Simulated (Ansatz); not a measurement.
## Run report: Si3N4, geometry relaxation (part 2 of 2)

The same run, continued: Si3N4 (Fd-3m, 14 atoms in the cell); DFT, PBE, plane waves, PAW, no spin polarisation (Ansatz 0.2.0); cutoff 420 eV, 2×2×2 k-mesh, Gaussian smearing of 0.02 eV. The structure derives from a Materials Project entry. The settings are looser than a standard set-up, so the numbers are not reference values.

Geometry of the input (Å; fractional positions):
```
0.0000  3.8937  3.8937
3.8937  0.0000  3.8937
3.8937  3.8937  0.0000
Si 0.1250  0.1250  0.6250
Si 0.1250  0.6250  0.1250
Si 0.6250  0.1250  0.1250
Si 0.1250  0.1250  0.1250
Si 0.7500  0.7500  0.7500
Si 0.5000  0.5000  0.5000
N  0.3676  0.3676  0.3676
N  0.3527  0.8824  0.8824
N  0.8824  0.8824  0.3527
N  0.8824  0.3527  0.8824
N  0.3676  0.3676  0.8973
N  0.3676  0.8973  0.3676
N  0.8824  0.8824  0.8824
N  0.8973  0.3676  0.3676
```

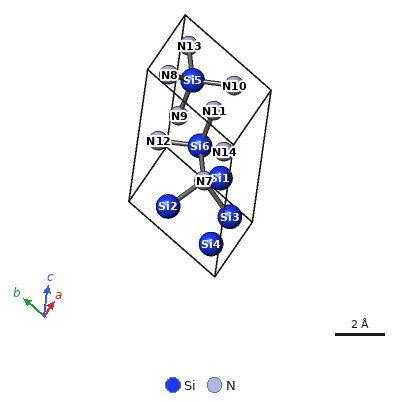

**Figure 1.** The geometry at step 3 of the log (ball-and-stick view of the cell of the calculation, seen at an oblique angle; atoms are numbered from 1 in the order of the input).

```
basis re-selected at this cell: Δ(F+E_penalty+E_count) = -6.920e-9 eV, ΔP = +0.013 GPa vs the last step (what re-selecting the basis moved, of the pressure what is left beyond the Pulay correction that the steps carried, after the strain that the cell walked since its last selection, with what the two solves' SCF thresholds leave and, on support functions, any second-order correction that the steps lacked; it is no measure of the basis error at this ecutwfc). This SCF's stress stands 1.37e-2 GPa from its target on what of the cell is left free (relax.cell.stress_tol is 5.00e-2 GPa) and its largest allowed force component is 1.40e-4 eV/Å (relax.f_tol is 5.00e-3 eV/Å): within both
SCF converged after 5 iterations
Free energy (F): -6899.102621 eV
Harris-Foulkes:  -6899.102621 eV  (|F-HF|=1.91e-11)
Internal energy: -6899.102621 eV  (E = F + TS)
E sigma→0 (E₀):  -6899.102621 eV
Fermi energy:    12.630522 eV
--- Per-component energies (eV) ---
  E_band       = 273.241064
  E_kinetic    = 1362.872071
  E_local      = -1489.612495  (includes V_loc(G=0)·N_el)
  E_nonlocal   = 500.769636
  E_hartree    = 495.226878
  E_xc         = -831.211220
  E_vxc        = -918.925819  (∫ρ·V_xc dr)
  E_paw        = -4098.544547  (= ΣΔE_a)
  E_vpaw       = -172.316769  (= ΣTr[D̂ρ^β])
  E_aug_tail   = 0.000858  (compensation charges beyond the density's cutoff)
  E_ewald      = -2838.603802
  E_smearing   = -0.000000  (= −TS)
  E_closure    = -0.000000  (closes the sum)
  Σ components = -6899.102621   (vs F -6899.102621, Δ=0.00e0)
--- Forces (eV/Å), atoms counted from 1 ---
  atom   1  Si     0.00000000    -0.00000000     0.00000000
  atom   2  Si     0.00000000    -0.00000000     0.00000000
  atom   3  Si     0.00000000    -0.00000000    -0.00000000
  atom   4  Si     0.00000000    -0.00000000     0.00000000
  atom   5  Si    -0.00000000    -0.00000000    -0.00000000
  atom   6  Si     0.00000000     0.00000000     0.00000000
  atom   7  N     -0.00013959    -0.00013959    -0.00013959
  atom   8  N      0.00013959    -0.00013959    -0.00013959
  atom   9  N     -0.00013959    -0.00013959     0.00013959
  atom  10  N     -0.00013959     0.00013959    -0.00013959
  atom  11  N      0.00013959     0.00013959    -0.00013959
  atom  12  N      0.00013959    -0.00013959     0.00013959
  atom  13  N      0.00013959     0.00013959     0.00013959
  atom  14  N     -0.00013959     0.00013959     0.00013959
  max |Σ_I F_I| component: 3.13e-17 eV/Å
--- Stress (GPa, compression-positive) ---
        0.013710      -0.000000      -0.000000
       -0.000000       0.013710       0.000000
       -0.000000       0.000000       0.013710
  P = ⅓ Tr σ = 0.0137 GPa (0.137 kbar)
--- Band table (eV) ---
  k-point 0: bands = ["-7.7561", "-4.4823", "-3.5604", "-3.5604", "-3.5604", "-2.6012", "-2.6012", "-2.6012", "0.5256", "1.5541", "2.1315", "2.1315", "2.1315", "3.8228", "3.8228", "6.8291", "6.8291", "6.8291", "8.6784", "8.6784", "8.6784", "9.1323", "9.1323", "9.1323", "10.2285", "10.2285", "10.8513", "10.8513", "10.8513", "10.9657", "10.9657", "10.9657", "14.2953", "14.2953", "14.2953", "15.8217", "16.8906", "17.7497", "18.4752", "18.4752", "18.7373", "18.7373", "18.7373", "20.5074", "20.5074", "20.5074"]
  k-point 1: bands = ["-6.7625", "-5.9922", "-4.0396", "-3.3480", "-3.3480", "-3.1557", "-3.1034", "-3.1034", "2.3766", "2.4794", "3.3411", "3.3411", "4.3996", "4.3996", "5.3519", "5.3674", "6.4009", "6.8291", "6.8291", "7.3417", "7.4299", "7.4299", "8.3190", "8.3190", "8.9326", "8.9326", "9.1154", "10.2012", "10.5312", "10.5312", "10.6715", "10.6715", "15.8701", "16.7113", "16.7113", "17.1832", "17.7188", "17.7188", "18.2008", "19.0122", "20.3999", "20.7413", "21.4773", "21.4773", "21.7959", "21.7959"]
  k-point 2: bands = ["-6.1121", "-6.1121", "-4.2218", "-4.2218", "-4.0307", "-4.0307", "-2.3086", "-2.3086", "3.5696", "3.5696", "3.9956", "3.9956", "4.2923", "4.2923", "5.6045", "5.6045", "6.3048", "6.3048", "6.5434", "6.5434", "6.8908", "6.8908", "7.3619", "7.3619", "9.1147", "9.1147", "9.3393", "9.3393", "9.9057", "9.9057", "10.5807", "10.5807", "17.5701", "17.5701", "17.9069", "17.9069", "18.6912", "18.6912", "19.8529", "19.8529", "19.9325", "19.9325", "21.4670", "21.4670", "21.7287", "21.7287"]
--- Relaxed structure (3 steps of the walk, 3 accepted, 1 SCFs on fresh bases) ---
  F+E_penalty+E_count = -6899.10262076 eV   max|allowed force component| = 1.396e-4 eV/Å   (the final SCF, on the basis selected at the relaxed cell)
  cell:  # Å, volume = 118.2848 Å³
    - [-5.732293537007537e-35, 3.896125915077075, 3.896125915077075]
    - [3.896125915077075, 6.369215041119491e-35, 3.896125915077075]
    - [3.896125915077075, 3.896125915077075, 3.8215290246716924e-35]
  atoms:
    - { symbol: Si, position: [0.12499999999999999, 0.12499999999999999, 0.6249999999999999] }
    - { symbol: Si, position: [0.125, 0.6249999999999999, 0.125] }
    - { symbol: Si, position: [0.6249999999999999, 0.125, 0.125] }
    - { symbol: Si, position: [0.12499999999999999, 0.12499999999999999, 0.12499999999999999] }
    - { symbol: Si, position: [0.7499999999999999, 0.7499999999999999, 0.7499999999999999] }
    - { symbol: Si, position: [0.49999999999999994, 0.49999999999999994, 0.49999999999999994] }
    - { symbol: N, position: [0.3674823952926291, 0.3674823952926291, 0.3674823952926291] }
    - { symbol: N, position: [0.3524471858778875, 0.8825176047073708, 0.8825176047073708] }
    - { symbol: N, position: [0.8825176047073708, 0.8825176047073708, 0.3524471858778875] }
    - { symbol: N, position: [0.8825176047073708, 0.3524471858778875, 0.8825176047073708] }
    - { symbol: N, position: [0.3674823952926291, 0.3674823952926291, 0.8975528141221123] }
    - { symbol: N, position: [0.3674823952926291, 0.8975528141221123, 0.36748239529262905] }
    - { symbol: N, position: [0.8825176047073708, 0.8825176047073708, 0.8825176047073708] }
    - { symbol: N, position: [0.8975528141221123, 0.3674823952926291, 0.36748239529262905] }
```

### Trajectory as extended XYZ (Å, eV, eV/Å), 4 frames, from step=1 to step=4
```
14
Lattice="0.0000 3.8937 3.8937 3.8937 0.0000 3.8937 3.8937 3.8937 0.0000" Properties=species:S:1:pos:R:3:forces:R:3 step=1 energy=-6899.10293 pressure_GPa=0.53
Si    2.9203    2.9203    0.9734    0.0000   0.0000   0.0000
Si    2.9203    0.9734    2.9203    0.0000   0.0000   0.0000
Si    0.9734    2.9203    2.9203    0.0000   0.0000   0.0000
Si    0.9734    0.9734    0.9734    0.0000   0.0000   0.0000
Si    5.8406    5.8406    5.8406    0.0000   0.0000   0.0000
Si    3.8937    3.8937    3.8937    0.0000   0.0000   0.0000
N     2.8624    2.8624    2.8624   -0.0249  -0.0249  -0.0249
N     6.8719    4.8092    4.8092    0.0249  -0.0249  -0.0249
N     4.8092    4.8092    6.8719   -0.0249  -0.0249   0.0249
N     4.8092    6.8719    4.8092   -0.0249   0.0249  -0.0249
N     4.9251    4.9251    2.8624    0.0249   0.0249  -0.0249
N     4.9251    2.8624    4.9251    0.0249  -0.0249   0.0249
N     6.8719    6.8719    6.8719    0.0249   0.0249   0.0249
N     2.8624    4.9251    4.9251   -0.0249   0.0249   0.0249
14
Lattice="0.0000 3.8949 3.8949 3.8949 0.0000 3.8949 3.8949 3.8949 0.0000" Properties=species:S:1:pos:R:3:forces:R:3 step=2 energy=-6899.10292 pressure_GPa=0.28
Si    2.9212    2.9212    0.9737    0.0000   0.0000   0.0000
Si    2.9212    0.9737    2.9212    0.0000   0.0000   0.0000
Si    0.9737    2.9212    2.9212    0.0000   0.0000   0.0000
Si    0.9737    0.9737    0.9737    0.0000   0.0000   0.0000
Si    5.8423    5.8423    5.8423    0.0000   0.0000   0.0000
Si    3.8949    3.8949    3.8949    0.0000   0.0000   0.0000
N     2.8629    2.8629    2.8629   -0.0122  -0.0122  -0.0122
N     6.8743    4.8103    4.8103    0.0122  -0.0122  -0.0122
N     4.8103    4.8103    6.8743   -0.0122  -0.0122   0.0122
N     4.8103    6.8743    4.8103   -0.0122   0.0122  -0.0122
N     4.9268    4.9268    2.8629    0.0122   0.0122  -0.0122
N     4.9268    2.8629    4.9268    0.0122  -0.0122   0.0122
N     6.8743    6.8743    6.8743    0.0122   0.0122   0.0122
N     2.8629    4.9268    4.9268   -0.0122   0.0122   0.0122
14
Lattice="0.0000 3.8961 3.8961 3.8961 0.0000 3.8961 3.8961 3.8961 0.0000" Properties=species:S:1:pos:R:3:forces:R:3 step=3 energy=-6899.10262 pressure_GPa=0.00
Si    2.9221    2.9221    0.9740    0.0000   0.0000   0.0000
Si    2.9221    0.9740    2.9221    0.0000   0.0000   0.0000
Si    0.9740    2.9221    2.9221    0.0000   0.0000   0.0000
Si    0.9740    0.9740    0.9740    0.0000   0.0000   0.0000
Si    5.8442    5.8442    5.8442    0.0000   0.0000   0.0000
Si    3.8961    3.8961    3.8961    0.0000   0.0000   0.0000
N     2.8635    2.8635    2.8635   -0.0001  -0.0001  -0.0001
N     6.8768    4.8116    4.8116    0.0001  -0.0001  -0.0001
N     4.8116    4.8116    6.8768   -0.0001  -0.0001   0.0001
N     4.8116    6.8768    4.8116   -0.0001   0.0001  -0.0001
N     4.9287    4.9287    2.8635    0.0001   0.0001  -0.0001
N     4.9287    2.8635    4.9287    0.0001  -0.0001   0.0001
N     6.8768    6.8768    6.8768    0.0001   0.0001   0.0001
N     2.8635    4.9287    4.9287   -0.0001   0.0001   0.0001
14
Lattice="0.0000 3.8961 3.8961 3.8961 0.0000 3.8961 3.8961 3.8961 0.0000" Properties=species:S:1:pos:R:3:forces:R:3 step=4 energy=-6899.10262 pressure_GPa=0.01
Si    2.9221    2.9221    0.9740    0.0000   0.0000   0.0000
Si    2.9221    0.9740    2.9221    0.0000   0.0000   0.0000
Si    0.9740    2.9221    2.9221    0.0000   0.0000   0.0000
Si    0.9740    0.9740    0.9740    0.0000   0.0000   0.0000
Si    5.8442    5.8442    5.8442    0.0000   0.0000   0.0000
Si    3.8961    3.8961    3.8961    0.0000   0.0000   0.0000
N     2.8635    2.8635    2.8635   -0.0001  -0.0001  -0.0001
N     6.8768    4.8116    4.8116    0.0001  -0.0001  -0.0001
N     4.8116    4.8116    6.8768   -0.0001  -0.0001   0.0001
N     4.8116    6.8768    4.8116   -0.0001   0.0001  -0.0001
N     4.9287    4.9287    2.8635    0.0001   0.0001  -0.0001
N     4.9287    2.8635    4.9287    0.0001  -0.0001   0.0001
N     6.8768    6.8768    6.8768    0.0001   0.0001   0.0001
N     2.8635    4.9287    4.9287   -0.0001   0.0001   0.0001
```

### Key numbers

```csv
quantity,value
outcome,converged
space group (tolerance 0.01 Å),Fd-3m (227)
electrons treated,64
free energy,−6899.1026 eV
Fermi energy,12.631 eV
gap on the k-point mesh,3.33 eV
pressure,0.01 GPa
final volume,118.28 Å³
largest force (length of the vector) at the end,under 0.001 eV/Å
final cell,"a = 5.510 Å, b = 5.510 Å, c = 5.510 Å, α = 60.00°, β = 60.00°, γ = 60.00°"
wall time,9 s
peak memory,0.38 GiB
```

### Remarks

These settings are looser than, or depart from, a standard set-up, so the numbers are not reference values for this system.
